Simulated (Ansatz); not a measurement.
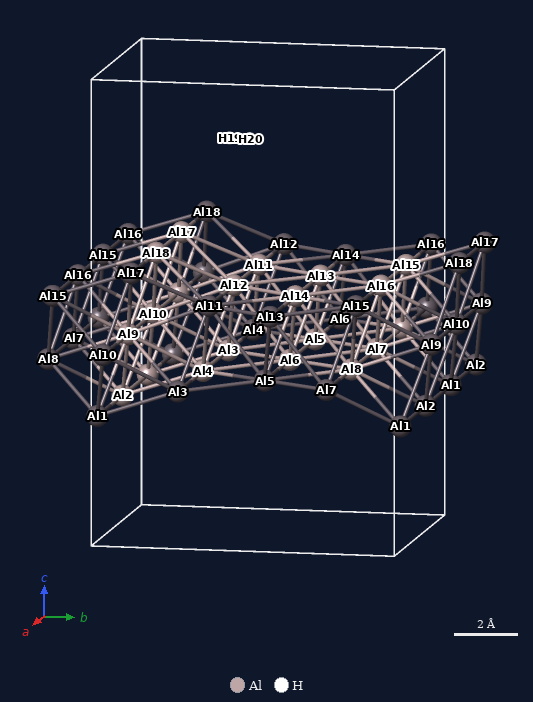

Fig. 1: The structure as given in the input (ball-and-stick view of the cell of the calculation, with the vacuum cut short, seen slightly off an axis; neighbours outside the cell are drawn fainter; atoms are numbered from 1 in the order of the input). An atom can appear more than once, as a periodic image.

**Run report: Al9H, single-point calculation**

- system: Al9H (slab, 20 atoms in the cell)
- method: DFT PBE, scalar-relativistic, plane waves, PAW, PAW set soft_1, no spin polarisation (Ansatz 0.2.0)

The structure derives from a Materials Project entry. Figures and captions count atoms from 1; the log counts them from 0 in places.

**Input file**
```yaml
crystal:
  lattice:
    - [5.7070863106, 0.0, 0.0]
    - [-1.4267715776, 9.701484238, 0.0]
    - [0.0, 0.0, 22.7903703519]
  atoms:
    - { symbol: Al, position: [0.2662216041, 0.0648864163, 0.1755127248] }
    - { symbol: Al, position: [0.7662216041, 0.0648864163, 0.1755127248] }
    - { symbol: Al, position: [0.3354806058, 0.3419224231, 0.2192029854] }
    - { symbol: Al, position: [0.8354806058, 0.3419224231, 0.2192029854] }
    - { symbol: Al, position: [0.1493324061, 0.5973296244, 0.2279410375] }
    - { symbol: Al, position: [0.6493324061, 0.5973296244, 0.2279410375] }
    - { symbol: Al, position: [0.4631842064, 0.8527368258, 0.2366790896] }
    - { symbol: Al, position: [0.9631842065, 0.8527368258, 0.2366790896] }
    - { symbol: Al, position: [0.0319772093, 0.1277109169, 0.2808262502] }
    - { symbol: Al, position: [0.5319772093, 0.1277109169, 0.2808262502] }
    - { symbol: Al, position: [0.0997917601, 0.4042231294, 0.3301071124] }
    - { symbol: Al, position: [0.5997917601, 0.4042231294, 0.3301071124] }
    - { symbol: Al, position: [0.4144000537, 0.6596656514, 0.3369822081] }
    - { symbol: Al, position: [0.9144000537, 0.6596656514, 0.3369822081] }
    - { symbol: Al, position: [0.2263076916, 0.9110819252, 0.344925913] }
    - { symbol: Al, position: [0.7263076916, 0.9110819252, 0.344925913] }
    - { symbol: Al, position: [0.2962427243, 0.1814072004, 0.3857054631] }
    - { symbol: Al, position: [0.7962427243, 0.1814072004, 0.3857054631] }
    - { symbol: H, position: [0.60626438, 0.3914885899, 0.5436669155] }
    - { symbol: H, position: [0.60626438, 0.4577756274, 0.5436669155] }
basis:
  ecutwfc: 420
kpoints:
  mp_grid: { grid: [5, 3, 1] }
hamiltonian:
  xc: pbe
  pseudopotentials: { kind: paw, azcp: { folder: soft_1 } }
scf:
  occupations: { method: gaussian, width: 0.1 }
output:
  forces: true
  eigenvalues: true
  write_density: true
  write_potential: true
  elf: true
  volumetric_format: npy
efield:
  axis: 3
  dipole_correction: true
  ramp_width: 0.04
```

Run on 1 thread of Arm Neoverse V1, 24 GiB of memory available, shared host.

Launch command:
```bash
ansatz run input.yaml --threads 1 --pin off --max-ram 3072MiB --backend cpu --events-out ev --progress --plain --runs-dir out
```

**Log**
```
Engine: ansatz 0.2.0, aarch64-unknown-linux-gnu
Pseudopotentials: kind: paw
Pseudopotential: Al, paw, valence charge 3, recommended cutoff 420 eV (normal), [file]
Pseudopotential: H, paw, valence charge 1, recommended cutoff 420 eV (normal), [file]
Functional definition: PBE
  parameter kappa = 0.804
  parameter beta = 0.06672455060314922
  exchange = pbe_x(kappa = kappa, mu = beta*pi^2/3)
  correlation = pbe_c(beta = beta)
Crystal: 20 atoms, lattice volume = 1261.839 Å³
Basis set: ecut = 420 eV, 24709 PW (Γ), exchange–correlation on 80×144×320 points (8 copies of the dense FFT grid, shifted against one another)
Bands: 48, of which v1, the nominal top of the filled ones, is band 28 counted from 1 (27 counted from 0)
Symmetry: 1 space group operations
Space group: P1 (ITA 1), of the structure as read, at distance tolerance 1.1e-4 Å
k-points: 8 of 15 (time reversal used)
Non-local potential: Al, projectors of the file, l = 0: 2, l = 1: 2, l = 2: 1
Non-local potential: H, projectors of the file, l = 0: 2, l = 1: 1
PAW form: soft (Blöchl's): semilocal exchange-correlation on the pseudo side does not see the compensation charge
PAW one-centre angular grid: Al, 110 points (default); XC on 64 Gauss nodes
PAW one-centre angular grid: H, 110 points (default); XC on 64 Gauss nodes
Initial wavefunctions: pseudopotential atomic-orbital guess
Functional: x = pbe(κ = 0.804, μ = 0.2195149727645171), c = pbe(β = 0.06672455060314922)
SCF iter   1: F=—  HF=-9704.117583 eV  |F-HF|=—  |Δ(HF+E_count)|=         —  Δρ=2.06e-2  dr2=1.58e1  ethr=3.10e-3  p=-0.000 e·Å  D=-2.66e-7 V/Å  ΔV_dip=0.00 eV  dr2_dipole=4.49e-3  V_vac-E_F(+/−)=6.08/6.08 eV  ⟨swp⟩=7.5  Hψ=2317  notcnv=0  defer=1
efield: sawtooth ramp at fractional position 0.8396 (placed from the atoms, in the widest stretch of the axis that holds none; the zero of the levels goes with the place), width 0.0400; the density the first Hamiltonian is built on has a dipole p = -0.000 e·Å; the dipole correction subtracts the counter field D = -2.66e-7 V/Å, which shifts the + side's vacuum level by +0.00 eV against the − side's; the planar-averaged density in the ramp window peaks in size at 5.5e-7 e/Å³
preconditioner: auto → LDOS  [metal: Δε(μ)=0.068 eV  Ē_g=6.357 eV  σ=0.100 eV  W_gap=0.37  n_scr=98 (ndim 8)  ℏωp=7.8 eV  f_vac=0.557  D(μ)=8.60/eV (n_scr^D=22)  β→1.0]
SCF iter   2: F=—  HF=-9700.578799 eV  |F-HF|=—  |Δ(HF+E_count)|=    3.54e0  Δρ=8.51e-3  dr2=1.70e0  ethr=3.10e-3  p=0.005 e·Å  D=7.58e-4 V/Å  ΔV_dip=-0.02 eV  dr2_dipole=7.79e-4  V_vac-E_F(+/−)=4.02/4.03 eV  ⟨swp⟩=3.1  Hψ=962  notcnv=0  defer=85
SCF iter   3: F=—  HF=-9700.416770 eV  |F-HF|=—  |Δ(HF+E_count)|=   1.62e-1  Δρ=1.24e-3  dr2=1.07e-1  ethr=3.04e-3  p=-0.001 e·Å  D=-1.43e-4 V/Å  ΔV_dip=0.00 eV  dr2_dipole=4.40e-5  V_vac-E_F(+/−)=4.37/4.36 eV  ⟨swp⟩=2.1  Hψ=705  notcnv=0  defer=88
SCF iter   4: F=—  HF=-9700.403169 eV  |F-HF|=—  |Δ(HF+E_count)|=   1.36e-2  Δρ=3.59e-4  dr2=2.92e-3  ethr=1.91e-4  p=0.002 e·Å  D=3.01e-4 V/Å  ΔV_dip=-0.01 eV  dr2_dipole=2.97e-5  V_vac-E_F(+/−)=4.19/4.20 eV  ⟨swp⟩=2.1  Hψ=663  notcnv=0  defer=84
SCF iter   5: F=—  HF=-9700.403701 eV  |F-HF|=—  |Δ(HF+E_count)|=   5.32e-4  Δρ=8.62e-5  dr2=3.60e-4  ethr=5.21e-6  p=-0.000 e·Å  D=-4.79e-5 V/Å  ΔV_dip=0.00 eV  dr2_dipole=1.51e-5  V_vac-E_F(+/−)=4.17/4.17 eV  ⟨swp⟩=2.0  Hψ=543  notcnv=0  defer=84
SCF iter   6: F=—  HF=-9700.403754 eV  |F-HF|=—  |Δ(HF+E_count)|=   5.27e-5  Δρ=2.49e-5  dr2=2.53e-5  ethr=6.42e-7  p=0.002 e·Å  D=2.50e-4 V/Å  ΔV_dip=-0.01 eV  dr2_dipole=2.57e-6  V_vac-E_F(+/−)=4.16/4.17 eV  ⟨swp⟩=2.2  Hψ=527  notcnv=0  defer=84
SCF iter   7: F=—  HF=-9700.403702 eV  |F-HF|=—  |Δ(HF+E_count)|=   5.16e-5  Δρ=8.45e-6  dr2=2.96e-6  ethr=4.51e-8  p=0.001 e·Å  D=1.49e-4 V/Å  ΔV_dip=-0.00 eV  dr2_dipole=6.24e-7  V_vac-E_F(+/−)=4.16/4.17 eV  ⟨swp⟩=2.2  Hψ=570  notcnv=0  defer=84
SCF iter   8: F=—  HF=-9700.403704 eV  |F-HF|=—  |Δ(HF+E_count)|=   1.20e-6  Δρ=1.82e-6  dr2=1.04e-7  ethr=5.28e-9  p=0.001 e·Å  D=1.84e-4 V/Å  ΔV_dip=-0.00 eV  dr2_dipole=1.49e-9  V_vac-E_F(+/−)=4.16/4.17 eV  ⟨swp⟩=2.9  Hψ=569  notcnv=0  defer=84
SCF iter   9: F=-9700.403704 eV  HF=-9700.403704 eV  |F-HF|=1.69e-8  |Δ(HF+E_count)|=   1.70e-7  Δρ=4.57e-7  dr2=3.43e-9  ethr=1.79e-10  p=0.001 e·Å  D=1.81e-4 V/Å  ΔV_dip=-0.00 eV  dr2_dipole=1.02e-10  V_vac-E_F(+/−)=4.16/4.17 eV  ⟨swp⟩=42.9  Hψ=4277  notcnv=0
SCF 1 converged in 9 iterations: F = -9700.403704 eV  dr2 = 3.43e-9
  greatest PAW one-centre occupation: 0.491 electrons in one spin orbital (limit 2), on the Al atom at site 1 (counted from 0), in its partial waves of l = 0
WARN: The output density's exchange-correlation potential varies sharply where the density is thin. Do not read a vacuum level from v_tot or v_xc, or from such a field of the output density. On a cell that repeats whose density bears no net charge and no dipole along the vacuum's axis use v_es (v_loc + v_h of the components); under efield.dipole_correction with no amplitude use v_es + v_field, which holds any external_charges[].barrier, or the levels of the report's work_function block, which leave it out; under a non-zero efield.amplitude the vacuum is tilted and has no level; on a cell that repeats and bears such a dipole with no correction it is tilted too, and efield.dipole_correction with no amplitude gives each side of its ramp a level where efield: is served; in a cell that repeats whose density bears a net charge (total_charge, or a fill off its count) it is curved and has none; of a slab under crystal.periodic whose density bears no net charge use v_es, which has a level on each side, short of where the two are joined; of another it falls or rises all the way out and has none; of a slab beside external_charges read slab_vacuum_level instead, which it has where they leave it neutral. The grid or the basis barely resolves most such structure, and the values can differ between equally converged runs; as a rule a tighter scf.convergence.dr2_threshold does not remove it. Where the density itself ripples (under the LDA too) a higher basis.ecutwfc lessens it. The files hold the spikes' plane waves up to the density's cutoff. Files: v_tot_of_output_density and the like, and their columns of v_z.tsv (output.write_potential); v_xc_of_output_density and the like, and their columns of v_comp_z.tsv (output.write_potential_components). Measured: with its Gaussian average of σ = 0.25 Å subtracted twice, the exchange-correlation potential is over 0.1 eV at 1979 of the grid points where the equally averaged density (valence and model cores) is under 1e-3 e/Å³, and 0.868 eV at the most among them, at an averaged density of 9.4e-4 e/Å³. The input density's (outcome.potential() and, of a run that writes arrays, v_tot and v_xc) is over 0.1 eV, so measured, at 1955 points of its own thin density, 0.868 eV at the most. See output.write_potential in the manual, Limitations
SCF converged after 9 iterations
Free energy (F): -9700.403704 eV
Harris-Foulkes:  -9700.403704 eV  (|F-HF|=1.69e-8)
Internal energy: -9700.357622 eV  (E = F + TS)
E sigma→0 (E₀):  -9700.380663 eV
Entropy (-TS):   -0.046082 eV (-2.304 meV/atom)
Fermi energy:    -1.205311 eV
Dipole field:    D = 0.000186 V/Å  (p = 0.001299 e·Å, saw-weighted, corrected)
Work function:   Φ+ = 4.1619 eV   Φ− = 4.1661 eV
Levels:          The Fermi level and band energies are counted from a zero that moves with the ramp; work functions are not
--- Per-component energies (eV) ---
  E_band       = -294.600998
  E_kinetic    = 398.277213
  E_local      = -10054.929033  (includes V_loc(G=0)·N_el)
  E_nonlocal   = 184.283578
  E_hartree    = 4881.048336
  E_xc         = -675.707374
  E_vxc        = -520.247931  (∫ρ·V_xc dr)
  E_paw        = -8449.615682  (= ΣΔE_a)
  E_vpaw       = -64.094430  (= ΣTr[D̂ρ^β])
  E_aug_tail   = -0.002601  (compensation charges beyond the density's cutoff)
  E_efield     = 0.000000  (sawtooth field / dipole correction)
  E_vefield    = 0.016234  (∫n·V_field dr)
  E_ewald      = 4016.287940
  E_smearing   = -0.046082  (= −TS)
  E_closure    = 0.000000  (closes the sum)
  Σ components = -9700.403704   (vs F -9700.403704, Δ=0.00e0)
--- Forces (eV/Å), atoms counted from 1 ---
  atom   1  Al    -0.00686282     0.15527096     0.03418323
  atom   2  Al    -0.00725835     0.15527544     0.03420550
  atom   3  Al     0.00462561     0.03469364     0.06244433
  atom   4  Al     0.00388298     0.03477179     0.06219672
  atom   5  Al     0.00047185    -0.07234657     0.02961872
  atom   6  Al     0.00024800    -0.07263082     0.02949335
  atom   7  Al     0.00460127    -0.10106439    -0.11880285
  atom   8  Al     0.00474553    -0.10097200    -0.11867525
  atom   9  Al     0.00121261     0.00979998    -0.00115051
  atom  10  Al     0.00116112     0.00976862    -0.00159903
  atom  11  Al     0.00102047    -0.01047624    -0.00052602
  atom  12  Al     0.00081004    -0.01053045    -0.00019987
  atom  13  Al    -0.00333686    -0.00970976    -0.00318777
  atom  14  Al    -0.00341099    -0.00972015    -0.00315512
  atom  15  Al    -0.00267152    -0.00050253    -0.00123648
  atom  16  Al    -0.00275396    -0.00032141    -0.00132510
  atom  17  Al     0.00232471    -0.00506295     0.00166868
  atom  18  Al     0.00122138    -0.00543150     0.00135445
  atom  19  H      0.70629133    -4.80389263    -0.00444592
  atom  20  H     -0.70632444     4.80308797    -0.00087672
  max |Σ_I F_I| component: 1.57e-5 eV/Å
--- Band table (eV; the first three rows and the last of 8) ---
  k-point 0: bands = ["-11.2666", "-9.7271", "-9.6281", "-8.9826", "-7.9395", "-7.1715", "-7.1432", "-6.7606", "-6.7084", "-6.0071", "-5.8269", "-5.7268", "-5.1400", "-5.0500", "-4.6326", "-4.5422", "-4.5183", "-4.3446", "-3.5472", "-3.4617", "-3.3941", "-3.1685", "-2.8636", "-2.6967", "-2.3255", "-2.2843", "-2.1441", "-1.8298", "-1.7887", "-1.4705", "-1.0972", "-0.3029", "0.0461", "0.3119", "0.4123", "0.4592", "0.6515", "0.7650", "0.8425", "0.8649", "1.2622", "1.2836", "1.3101", "1.4532", "1.7243", "2.2341", "2.2557", "2.3415"]
  k-point 1: bands = ["-11.1158", "-10.5071", "-8.9237", "-8.4918", "-7.9421", "-7.8455", "-6.9656", "-6.8121", "-6.6077", "-6.2155", "-6.1132", "-5.5814", "-5.5112", "-5.0293", "-4.5950", "-4.5045", "-4.4456", "-3.9299", "-3.8753", "-3.5728", "-3.3421", "-3.0597", "-2.7415", "-2.6276", "-2.4429", "-2.1514", "-1.5547", "-1.4482", "-1.2262", "-0.9937", "-0.9833", "-0.6097", "-0.4939", "-0.4357", "-0.2374", "0.1331", "0.3038", "0.6428", "0.6926", "1.0553", "1.1406", "1.2534", "1.6038", "1.6152", "2.0726", "2.0807", "2.2809", "2.4433"]
  k-point 2: bands = ["-11.0822", "-9.6540", "-9.3363", "-8.8010", "-8.3471", "-7.9374", "-7.3794", "-7.1127", "-6.8393", "-6.2228", "-6.0933", "-5.5590", "-5.1959", "-4.8259", "-4.7900", "-4.6352", "-4.1363", "-3.8626", "-3.4858", "-3.4054", "-2.9660", "-2.8627", "-2.8128", "-2.6819", "-2.5149", "-2.2522", "-2.0381", "-1.5849", "-1.1890", "-1.0573", "-0.6139", "-0.5143", "-0.1974", "-0.1490", "0.0706", "0.2158", "0.6045", "0.7526", "0.9401", "1.3591", "1.3857", "1.6167", "1.8135", "1.9850", "2.0072", "2.2784", "2.6156", "2.6948"]
  k-point 7: bands = ["-10.4688", "-9.5833", "-9.3997", "-9.0785", "-8.2672", "-8.1379", "-7.9339", "-7.2917", "-6.9839", "-6.4590", "-6.2076", "-6.0646", "-5.8659", "-5.6129", "-4.9327", "-4.3152", "-3.7794", "-3.4604", "-3.3769", "-3.1758", "-2.8170", "-2.6894", "-2.4866", "-2.2101", "-1.7727", "-1.4040", "-1.1569", "-1.0546", "-0.8087", "-0.6797", "-0.2523", "-0.0683", "0.0185", "0.0868", "0.0889", "0.2488", "0.6015", "0.8445", "1.1603", "1.2208", "1.2847", "1.4087", "1.5023", "1.9781", "2.0272", "2.1735", "2.2053", "2.4137"]
```

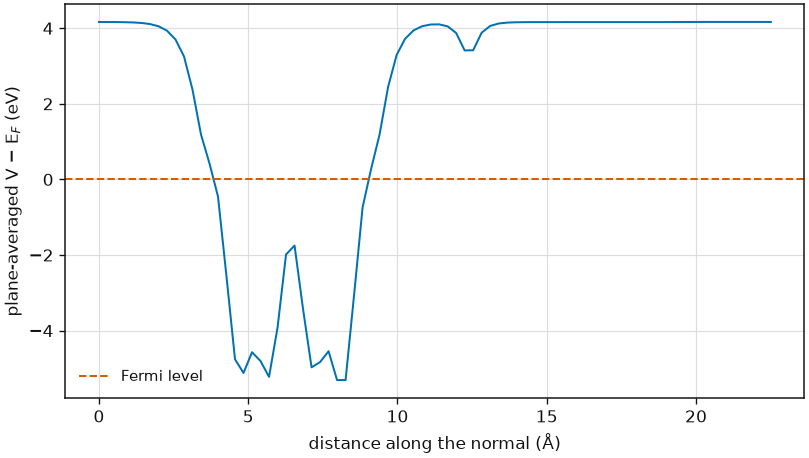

Fig. 2: Plane average of the electrostatic potential energy of an electron across the cell, from the Fermi level. The vacuum level lies 4.16 eV above the Fermi level.

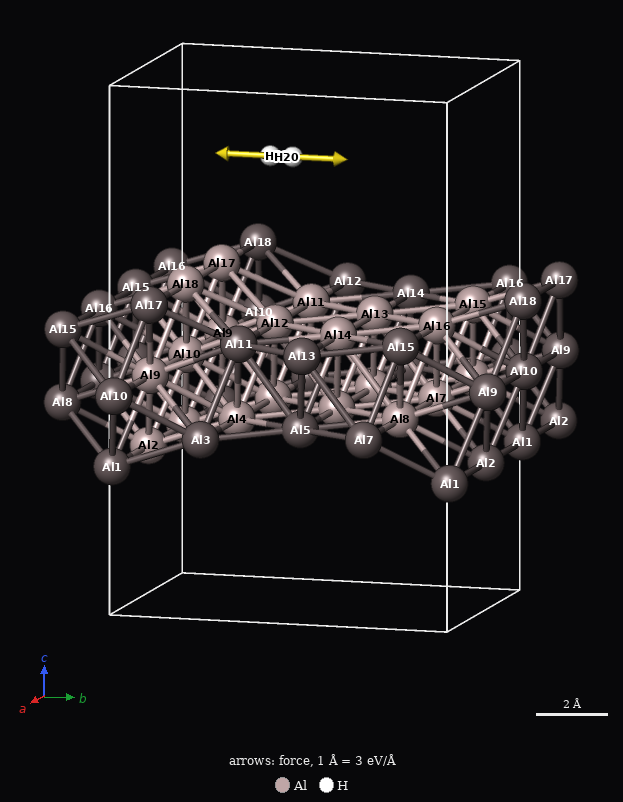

Fig. 3: Forces on the atoms as yellow arrows (ball-and-stick view of the cell of the calculation, with the vacuum cut short, seen slightly off an axis; neighbours outside the cell are drawn fainter; atoms are numbered from 1 in the order of the input); the smallest are left out. The largest act on H19, H20 (4.86 eV/Å). The geometry is not a stationary point of this energy.

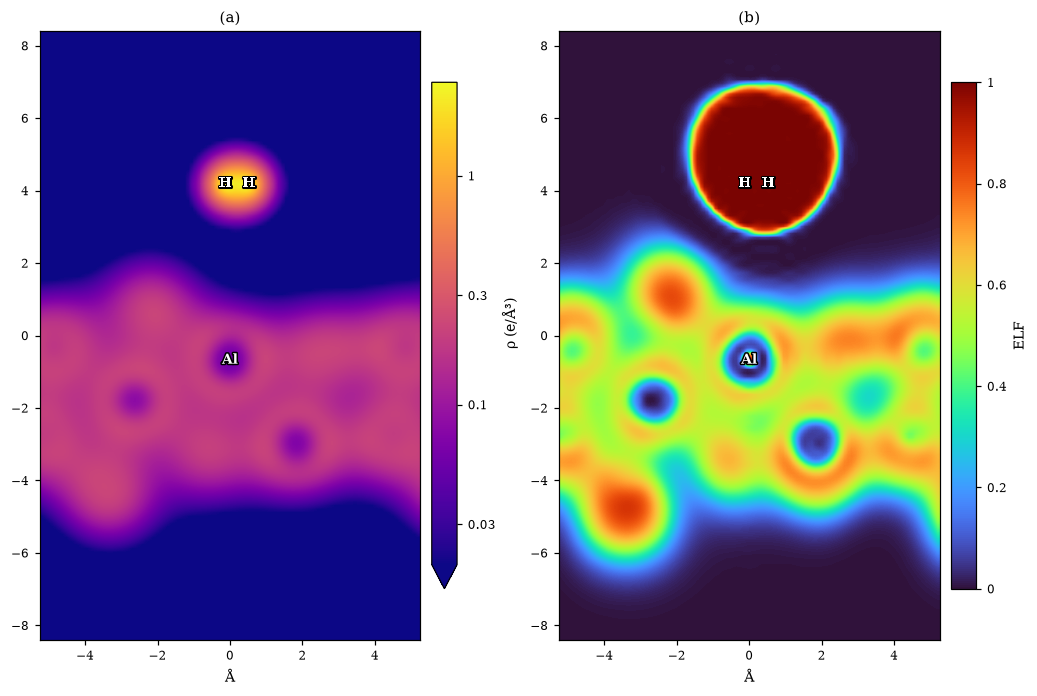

Fig. 4: (a) valence pseudo-density; (b) ELF on the (100) plane of the calculation cell, a cut from vacuum to vacuum. The section cuts through Al and H sites. The density dies away to nearly zero in the vacuum. In a PAW calculation such maps are meaningful between the atoms, not at the nuclei.

**Summary**

| quantity | value |
| --- | --- |
| outcome | converged |
| electrons treated | 56 |
| free energy | −9700.4037 eV |
| work function, top face | 4.16 eV |
| work function, bottom face | 4.17 eV |
| Fermi energy | −1.205 eV |
| gap on the k-point mesh | none (metallic) |
| work function (upper face) | 4.16 eV |
| largest force (length of the vector) | 4.856 eV/Å |
| wall time | 97 s |
| peak memory | 1.1 GiB |

**Notes**

Warnings of the run: the exchange-correlation potential is rough where the density is thin.
